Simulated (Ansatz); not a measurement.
Geometry relaxation of BiS2 (part 2 of 3)

The same run, continued: BiS2 (I-42d, 6 atoms in the cell); DFT, PBEsol, plane waves, PAW, no spin polarisation (Ansatz 0.2.0); cutoff 420 eV, 6×6×6 k-mesh, Fermi–Dirac smearing of 0.03 eV. The structure was built on a prototype by a generator.

Geometry of the input (Å; fractional positions):
```
-2.9343  2.9343  4.3300
2.9343  -2.9343  4.3300
2.9343  2.9343  -4.3300
Bi 0.0000  0.0000  0.0000
Bi 0.7500  0.2500  0.5000
S  0.3750  0.2218  0.3468
S  0.9718  0.6250  0.8468
S  0.7782  0.1250  0.1532
S  0.8750  0.0282  0.6532
```

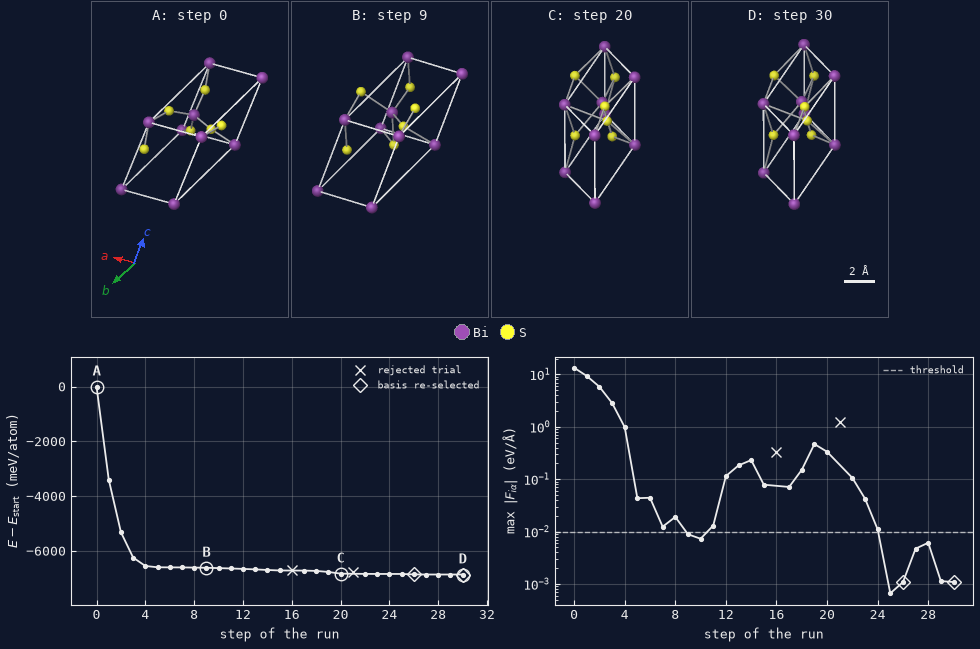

Fig. 1: Frames of the relaxation (ball-and-stick view of the cell of the calculation, seen at an oblique angle) above the curves, on which the letters mark them (the first geometry is step 0 here and step 1 in the log).

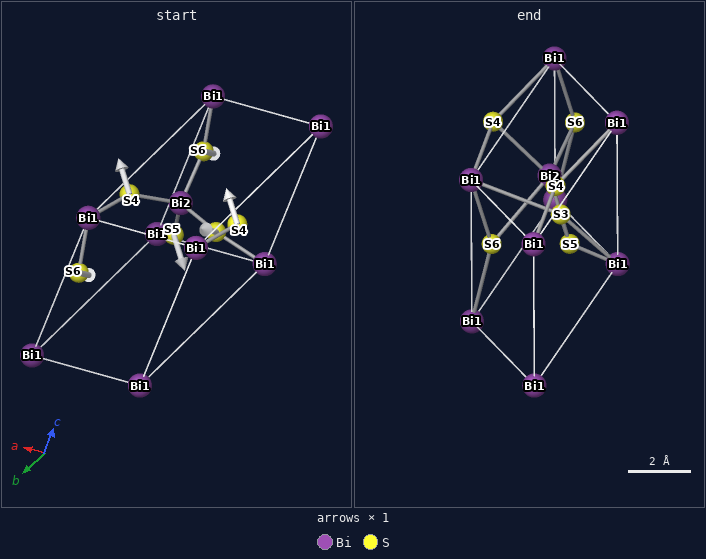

Fig. 2: Before (left) and after (right) the relaxation, at one scale (ball-and-stick view of the cell of the calculation, seen at an oblique angle). The white arrows give the displacements (without the part carried along by the change of the cell), at true length. The energy falls by 6862 meV per atom in 28 geometry steps. The largest force component goes from 13 to 0.0011 eV/Å. Pressure: 129.07 GPa at the start and 0.01 GPa at the end. The line search rejected the trial steps at points 16, 21 (counted from 0) and went back. 1 further SCF at an unchanged geometry re-selected the plane-wave basis for the new cell. The largest moves relative to the cell, 1.27 Å, are those of S3, S4, S5 and S6. Bi stays in place. The drawn cell changes as follows: a = b = c 5.997 → 5.766 Å (−3.9 %), α 121.4° → 102.8°, β 121.4° → 102.8°, γ 87.6° → 123.8°; the volume changes by −5.8 %. Among the contacts that change: Bi1–S3 4.278 → 3.170 Å. Among the angles that change: Bi1–S3–Bi2 145.4° → 88.8°, S3–Bi1–S6 110.9° → 151.4°, S3–Bi1–S4 108.7° → 93.5°. The space group stays I-42d (No. 122). The energy change given includes the shifts at the re-selections in mid-walk, which come without any move. A last SCF at the same geometry on a re-selected plane-wave basis shifts the energy by −0.1 meV per atom. (Atoms are counted from 1 in the order of the input.)

```
basis re-selected at this cell: Δ(F+E_penalty+E_count) = -4.029e-4 eV, ΔP = -0.001 GPa vs the last step (what re-selecting the basis moved, of the pressure what is left beyond the Pulay correction that the steps carried, after the strain that the cell walked since its last selection, with what the two solves' SCF thresholds leave and, on support functions, any second-order correction that the steps lacked; it is no measure of the basis error at this ecutwfc). This SCF's stress stands 1.00e-2 GPa from its target on what of the cell is left free (relax.cell.stress_tol is 5.00e-2 GPa) and its largest allowed force component is 1.09e-3 eV/Å (relax.f_tol is 1.00e-2 eV/Å): within both
SCF converged after 5 iterations
Free energy (F): -28023.696897 eV
Harris-Foulkes:  -28023.696897 eV  (|F-HF|=1.46e-11)
Internal energy: -28023.694800 eV  (E = F + TS)
E sigma→0 (E₀):  -28023.695848 eV
Entropy (-TS):   -0.002097 eV (-0.349 meV/atom)
Fermi energy:    8.852326 eV
--- Per-component energies (eV) ---
  E_band       = -215.169349
  E_kinetic    = 1024.261291
  E_local      = -3654.933591  (includes V_loc(G=0)·N_el)
  E_nonlocal   = 1245.539292
  E_hartree    = 1200.443811
  E_xc         = -684.494949
  E_vxc        = -636.647239  (∫ρ·V_xc dr)
  E_paw        = -23354.777874  (= ΣΔE_a)
  E_vpaw       = -594.275612  (= ΣTr[D̂ρ^β])
  E_aug_tail   = -0.000904  (compensation charges beyond the density's cutoff)
  E_ewald      = -3800.159179
  E_core_change = 0.427302  (= ΣΔE_core)
  E_smearing   = -0.002097  (= −TS)
  E_closure    = -0.000000  (closes the sum)
  Σ components = -28023.696897   (vs F -28023.696897, Δ=0.00e0)
--- Forces (eV/Å), atoms counted from 1 ---
  atom   1  Bi    -0.00000000    -0.00000000    -0.00000000
  atom   2  Bi    -0.00000000     0.00000000    -0.00000000
  atom   3  S      0.00108854    -0.00000000     0.00000000
  atom   4  S      0.00000000     0.00108854     0.00000000
  atom   5  S      0.00000000    -0.00108854    -0.00000000
  atom   6  S     -0.00108854    -0.00000000     0.00000000
  max |Σ_I F_I| component: 1.18e-16 eV/Å
--- Stress (GPa, compression-positive) ---
        0.010007       0.000000       0.000000
       -0.000000       0.010007       0.000000
        0.000000      -0.000000      -0.004594
  P = ⅓ Tr σ = 0.0051 GPa (0.051 kbar)
--- Band table (eV; the first three rows and the last of 30) ---
  k-point 0: bands = ["-14.8797", "-14.8629", "-14.8547", "-14.8449", "-14.8449", "-14.8401", "-14.8335", "-14.8335", "-14.8156", "-14.7757", "-6.6544", "-4.3116", "-2.6734", "-2.6734", "-2.1051", "-0.3610", "2.0546", "2.0546", "3.4123", "3.4123", "5.0802", "5.0965", "5.5483", "5.5483", "6.9420", "7.1499", "10.5801", "10.7095", "10.8480", "11.4944", "13.1409", "13.1476", "13.1476"]
  k-point 1: bands = ["-14.8753", "-14.8646", "-14.8592", "-14.8458", "-14.8451", "-14.8390", "-14.8334", "-14.8244", "-14.8181", "-14.7783", "-6.5309", "-4.4612", "-2.8395", "-2.7211", "-2.0838", "-0.6128", "2.1795", "2.5391", "3.4452", "3.5723", "5.1677", "5.3400", "5.4650", "5.4985", "7.0545", "7.4808", "10.2918", "10.4059", "10.6023", "11.2499", "12.5287", "12.7290", "13.0607"]
  k-point 2: bands = ["-14.8674", "-14.8674", "-14.8607", "-14.8486", "-14.8463", "-14.8366", "-14.8321", "-14.8231", "-14.8106", "-14.7859", "-6.1692", "-4.9533", "-2.9899", "-2.8331", "-1.9520", "-1.1398", "2.4574", "2.8680", "3.8507", "4.3635", "4.6958", "5.6978", "5.9048", "5.9071", "7.1992", "7.6514", "9.4993", "9.5901", "10.6372", "11.0621", "11.0878", "11.8671", "12.8348"]
  k-point 29: bands = ["-14.8617", "-14.8617", "-14.8432", "-14.8432", "-14.8417", "-14.8417", "-14.8311", "-14.8311", "-14.8062", "-14.8062", "-5.1151", "-5.1151", "-3.7838", "-3.7838", "-2.0744", "-2.0744", "3.3749", "3.3749", "6.0119", "6.0119", "6.1075", "6.1075", "6.6504", "6.6504", "6.9239", "6.9239", "9.2975", "9.2975", "9.4562", "9.4562", "10.1670", "10.1670", "10.9404"]
--- Relaxed structure (29 steps of the walk, 27 accepted, 2 SCFs on fresh bases) ---
  F+E_penalty+E_count = -28023.69689690 eV   max|allowed force component| = 1.089e-3 eV/Å   (the final SCF, on the basis selected at the relaxed cell)
  cell:  # Å, volume = 140.4816 Å³
    - [-3.5969858822020107, 3.5969858822020107, 2.714450219119808]
    - [3.5969858822020107, -3.5969858822020107, 2.714450219119808]
    - [3.5969858822020107, 3.5969858822020107, -2.714450219119808]
  atoms:
    - { symbol: Bi, position: [2.4632991008614014e-18, 1.8721073166546625e-18, 4.335406417516064e-18] }
    - { symbol: Bi, position: [0.75, 0.24999999999999994, 0.5] }
    - { symbol: S, position: [0.37499999999999994, 0.39787488243880076, 0.5228748824388008] }
    - { symbol: S, position: [1.1478748824388005, 0.6249999999999999, 1.0228748824388008] }
    - { symbol: S, position: [0.602125117561199, 0.12499999999999992, -0.02287488243880087] }
    - { symbol: S, position: [0.875, -0.14787488243880084, 0.4771251175611992] }
```

File rho_z.tsv:
```
# z_ang	rho[e/angstrom^3]
# format = ansatz-planar-average/11
# lattice	-3.596985882	3.596985882	2.714450219
# lattice	3.596985882	-3.596985882	2.714450219
# lattice	3.596985882	3.596985882	-2.714450219
# sites	6
# site	83	0.000000000	0.000000000	-0.000000000
# site	83	0.000000000	3.596985882	1.357225110
# site	16	1.963054199	1.798492941	0.678612555
# site	16	1.798492941	5.560040082	2.035837664
# site	16	-1.798492941	1.633931683	2.035837664
# site	16	-1.963054199	5.395478823	0.678612555
0.000000	6.838574e-1
0.144146	6.679804e-1
0.288292	6.218318e-1
0.432438	5.488811e-1
0.576584	4.564900e-1
0.720729	3.580007e-1
0.864875	2.705848e-1
1.009021	2.064029e-1
1.153167	1.647137e-1
1.297313	1.406953e-1
1.441459	1.328227e-1
1.585605	1.406953e-1
1.729751	1.647137e-1
1.873896	2.064029e-1
2.018042	2.705848e-1
2.162188	3.580007e-1
2.306334	4.564900e-1
2.450480	5.488811e-1
2.594626	6.218318e-1
2.738772	6.679804e-1
2.882918	6.838574e-1
3.027063	6.679804e-1
3.171209	6.218318e-1
3.315355	5.488811e-1
3.459501	4.564900e-1
3.603647	3.580007e-1
3.747793	2.705848e-1
3.891939	2.064029e-1
4.036085	1.647137e-1
4.180230	1.406953e-1
4.324376	1.328227e-1
4.468522	1.406953e-1
4.612668	1.647137e-1
4.756814	2.064029e-1
4.900960	2.705848e-1
5.045106	3.580007e-1
5.189252	4.564900e-1
5.333398	5.488811e-1
5.477543	6.218318e-1
5.621689	6.679804e-1
```

File v_z.tsv:
```
# z_ang	v_es[eV]	v_tot[eV]
# format = ansatz-planar-average/11
# xc	pbesol
# density_cutoff_ev	1680
# datasets	Bi=:simpson_from_first_knot:soft:shift=-1419528	S=:simpson_from_first_knot:soft:shift=-322627
# lattice	-3.596985882	3.596985882	2.714450219
# lattice	3.596985882	-3.596985882	2.714450219
# lattice	3.596985882	3.596985882	-2.714450219
# sites	6
# site	83	0.000000000	0.000000000	-0.000000000
# site	83	0.000000000	3.596985882	1.357225110
# site	16	1.963054199	1.798492941	0.678612555
# site	16	1.798492941	5.560040082	2.035837664
# site	16	-1.798492941	1.633931683	2.035837664
# site	16	-1.963054199	5.395478823	0.678612555
0.000000	-3.466126e0	-1.553630e1
0.144146	-3.142733e0	-1.510230e1
0.288292	-2.143763e0	-1.379719e1
0.432438	-4.472373e-1	-1.165679e1
0.576584	1.829447e0	-8.848055e0
0.720729	4.354862e0	-5.737990e0
0.864875	6.671601e0	-2.824718e0
1.009021	8.438873e0	-5.082353e-1
1.153167	9.589504e0	1.068709e0
1.297313	1.021227e1	1.948840e0
1.441459	1.040826e1	2.229505e0
1.585605	1.021227e1	1.948840e0
1.729751	9.589504e0	1.068709e0
1.873896	8.438873e0	-5.082353e-1
2.018042	6.671601e0	-2.824718e0
2.162188	4.354862e0	-5.737990e0
2.306334	1.829447e0	-8.848055e0
2.450480	-4.472373e-1	-1.165679e1
2.594626	-2.143763e0	-1.379719e1
2.738772	-3.142733e0	-1.510230e1
2.882918	-3.466126e0	-1.553630e1
3.027063	-3.142733e0	-1.510230e1
3.171209	-2.143763e0	-1.379719e1
3.315355	-4.472373e-1	-1.165679e1
3.459501	1.829447e0	-8.848055e0
3.603647	4.354862e0	-5.737990e0
3.747793	6.671601e0	-2.824718e0
3.891939	8.438873e0	-5.082353e-1
4.036085	9.589504e0	1.068709e0
4.180230	1.021227e1	1.948840e0
4.324376	1.040826e1	2.229505e0
4.468522	1.021227e1	1.948840e0
4.612668	9.589504e0	1.068709e0
4.756814	8.438873e0	-5.082353e-1
4.900960	6.671601e0	-2.824718e0
5.045106	4.354862e0	-5.737990e0
5.189252	1.829447e0	-8.848055e0
5.333398	-4.472373e-1	-1.165679e1
5.477543	-2.143763e0	-1.379719e1
5.621689	-3.142733e0	-1.510230e1
```

Trajectory as extended XYZ (Å, eV, eV/Å), 31 frames, from step=1 to step=31:
```
6
Lattice="-2.9343 2.9343 4.3300 2.9343 -2.9343 4.3300 2.9343 2.9343 -4.3300" Properties=species:S:1:pos:R:3:forces:R:3 step=1 energy=-27982.52644 pressure_GPa=129.07
Bi    0.0000    0.0000    0.0000    0.0000   0.0000   0.0000
Bi    0.0000    2.9343    2.1650    0.0000   0.0000   0.0000
S     0.5680    1.4671    1.0825   13.3749   0.0000   0.0000
S     1.4671    3.5023    3.2475    0.0000  13.3749   0.0000
S    -1.4671    2.3663    3.2475    0.0000 -13.3749   0.0000
S    -0.5680    4.4014    1.0825  -13.3749   0.0000   0.0000
6
Lattice="-3.0773 3.0773 4.5365 3.0773 -3.0773 4.5365 3.0773 3.0773 -4.5365" Properties=species:S:1:pos:R:3:forces:R:3 step=2 energy=-28002.90611 pressure_GPa=68.96
Bi    0.0000    0.0000    0.0000    0.0000   0.0000   0.0000
Bi    0.0000    3.0773    2.2682    0.0000   0.0000   0.0000
S     0.7469    1.5387    1.1341    9.3272   0.0000   0.0000
S     1.5387    3.8242    3.4023    0.0000   9.3272   0.0000
S    -1.5387    2.3305    3.4023    0.0000  -9.3272   0.0000
S    -0.7469    4.6160    1.1341   -9.3272   0.0000   0.0000
6
Lattice="-3.1805 3.1805 4.6570 3.1805 -3.1805 4.6570 3.1805 3.1805 -4.6570" Properties=species:S:1:pos:R:3:forces:R:3 step=3 energy=-28014.45225 pressure_GPa=34.34
Bi    0.0000    0.0000    0.0000    0.0000   0.0000   0.0000
Bi    0.0000    3.1805    2.3285    0.0000   0.0000   0.0000
S     0.9829    1.5902    1.1643    5.8068   0.0000   0.0000
S     1.5902    4.1634    3.4928    0.0000   5.8068   0.0000
S    -1.5902    2.1975    3.4928    0.0000  -5.8068   0.0000
S    -0.9829    4.7707    1.1643   -5.8068   0.0000   0.0000
6
Lattice="-3.2606 3.2606 4.7201 3.2606 -3.2606 4.7201 3.2606 3.2606 -4.7201" Properties=species:S:1:pos:R:3:forces:R:3 step=4 energy=-28019.98924 pressure_GPa=14.51
Bi    0.0000    0.0000    0.0000    0.0000   0.0000   0.0000
Bi    0.0000    3.2606    2.3601    0.0000   0.0000   0.0000
S     1.2240    1.6303    1.1800    2.8449   0.0000   0.0000
S     1.6303    4.4846    3.5401    0.0000   2.8449   0.0000
S    -1.6303    2.0366    3.5401    0.0000  -2.8449   0.0000
S    -1.2240    4.8909    1.1800   -2.8449   0.0000   0.0000
6
Lattice="-3.2307 3.2307 4.9366 3.2307 -3.2307 4.9366 3.2307 3.2307 -4.9366" Properties=species:S:1:pos:R:3:forces:R:3 step=5 energy=-28021.82646 pressure_GPa=4.50
Bi    0.0000    0.0000    0.0000    0.0000   0.0000   0.0000
Bi    0.0000    3.2307    2.4683    0.0000   0.0000   0.0000
S     1.4323    1.6154    1.2342    0.9831   0.0000   0.0000
S     1.6154    4.6630    3.7025    0.0000   0.9831   0.0000
S    -1.6154    1.7984    3.7025    0.0000  -0.9831   0.0000
S    -1.4323    4.8461    1.2342   -0.9831   0.0000   0.0000
6
Lattice="-3.2054 3.2054 5.1531 3.2054 -3.2054 5.1531 3.2054 3.2054 -5.1531" Properties=species:S:1:pos:R:3:forces:R:3 step=6 energy=-28022.11276 pressure_GPa=-0.81
Bi    0.0000    0.0000    0.0000    0.0000   0.0000   0.0000
Bi    0.0000    3.2054    2.5766    0.0000   0.0000   0.0000
S     1.5668    1.6027    1.2883   -0.0434   0.0000   0.0000
S     1.6027    4.7723    3.8648    0.0000  -0.0434   0.0000
S    -1.6027    1.6386    3.8648    0.0000   0.0434   0.0000
S    -1.5668    4.8082    1.2883    0.0434   0.0000   0.0000
6
Lattice="-3.2399 3.2399 4.9558 3.2399 -3.2399 4.9558 3.2399 3.2399 -4.9558" Properties=species:S:1:pos:R:3:forces:R:3 step=7 energy=-28022.13325 pressure_GPa=-0.20
Bi    0.0000    0.0000    0.0000    0.0000   0.0000   0.0000
Bi    0.0000    3.2399    2.4779    0.0000   0.0000   0.0000
S     1.5780    1.6200    1.2390    0.0442   0.0000   0.0000
S     1.6200    4.8179    3.7169    0.0000   0.0442   0.0000
S    -1.6200    1.6620    3.7169    0.0000  -0.0442   0.0000
S    -1.5780    4.8599    1.2390   -0.0442   0.0000   0.0000
6
Lattice="-3.2299 3.2299 4.8834 3.2299 -3.2299 4.8834 3.2299 3.2299 -4.8834" Properties=species:S:1:pos:R:3:forces:R:3 step=8 energy=-28022.14532 pressure_GPa=-0.28
Bi    0.0000    0.0000    0.0000    0.0000   0.0000   0.0000
Bi    0.0000    3.2299    2.4417    0.0000   0.0000   0.0000
S     1.6068    1.6149    1.2209    0.0124   0.0000   0.0000
S     1.6149    4.8367    3.6626    0.0000   0.0124   0.0000
S    -1.6149    1.6231    3.6626    0.0000  -0.0124   0.0000
S    -1.6068    4.8448    1.2209   -0.0124   0.0000   0.0000
6
Lattice="-3.1787 3.1787 4.6882 3.1787 -3.1787 4.6882 3.1787 3.1787 -4.6882" Properties=species:S:1:pos:R:3:forces:R:3 step=9 energy=-28022.17785 pressure_GPa=-0.45
Bi    0.0000    0.0000    0.0000    0.0000   0.0000   0.0000
Bi    0.0000    3.1787    2.3441    0.0000   0.0000   0.0000
S     1.6906    1.5893    1.1721   -0.0190   0.0000   0.0000
S     1.5893    4.8693    3.5162    0.0000  -0.0190   0.0000
S    -1.5893    1.4880    3.5162    0.0000   0.0190   0.0000
S    -1.6906    4.7680    1.1721    0.0190   0.0000   0.0000
6
Lattice="-3.1455 3.1455 4.4768 3.1455 -3.1455 4.4768 3.1455 3.1455 -4.4768" Properties=species:S:1:pos:R:3:forces:R:3 step=10 energy=-28022.22772 pressure_GPa=-0.58
Bi    0.0000    0.0000    0.0000    0.0000   0.0000   0.0000
Bi    0.0000    3.1455    2.2384    0.0000   0.0000   0.0000
S     1.7591    1.5727    1.1192   -0.0089   0.0000   0.0000
S     1.5727    4.9045    3.3576    0.0000  -0.0089   0.0000
S    -1.5727    1.3864    3.3576    0.0000   0.0089   0.0000
S    -1.7591    4.7182    1.1192    0.0089   0.0000   0.0000
6
Lattice="-3.1318 3.1318 4.2658 3.1318 -3.1318 4.2658 3.1318 3.1318 -4.2658" Properties=species:S:1:pos:R:3:forces:R:3 step=11 energy=-28022.29453 pressure_GPa=-0.61
Bi    0.0000    0.0000    0.0000    0.0000   0.0000   0.0000
Bi    0.0000    3.1318    2.1329    0.0000   0.0000   0.0000
S     1.8121    1.5659    1.0665   -0.0073   0.0000   0.0000
S     1.5659    4.9439    3.1994    0.0000  -0.0073   0.0000
S    -1.5659    1.3197    3.1994    0.0000   0.0073   0.0000
S    -1.8121    4.6977    1.0665    0.0073   0.0000   0.0000
6
Lattice="-3.1333 3.1333 4.0548 3.1333 -3.1333 4.0548 3.1333 3.1333 -4.0548" Properties=species:S:1:pos:R:3:forces:R:3 step=12 energy=-28022.37467 pressure_GPa=-0.51
Bi    0.0000    0.0000    0.0000    0.0000   0.0000   0.0000
Bi    0.0000    3.1333    2.0274    0.0000   0.0000   0.0000
S     1.8555    1.5666    1.0137    0.0130   0.0000   0.0000
S     1.5666    4.9887    3.0411    0.0000   0.0130   0.0000
S    -1.5666    1.2778    3.0411    0.0000  -0.0130   0.0000
S    -1.8555    4.6999    1.0137   -0.0130   0.0000   0.0000
6
Lattice="-3.1415 3.1415 3.8432 3.1415 -3.1415 3.8432 3.1415 3.1415 -3.8432" Properties=species:S:1:pos:R:3:forces:R:3 step=13 energy=-28022.46708 pressure_GPa=-0.07
Bi    0.0000    0.0000    0.0000    0.0000   0.0000   0.0000
Bi    0.0000    3.1415    1.9216    0.0000   0.0000   0.0000
S     1.8926    1.5708    0.9608    0.1144   0.0000   0.0000
S     1.5708    5.0341    2.8824    0.0000   0.1144   0.0000
S    -1.5708    1.2489    2.8824    0.0000  -0.1144   0.0000
S    -1.8926    4.7123    0.9608   -0.1144   0.0000   0.0000
```
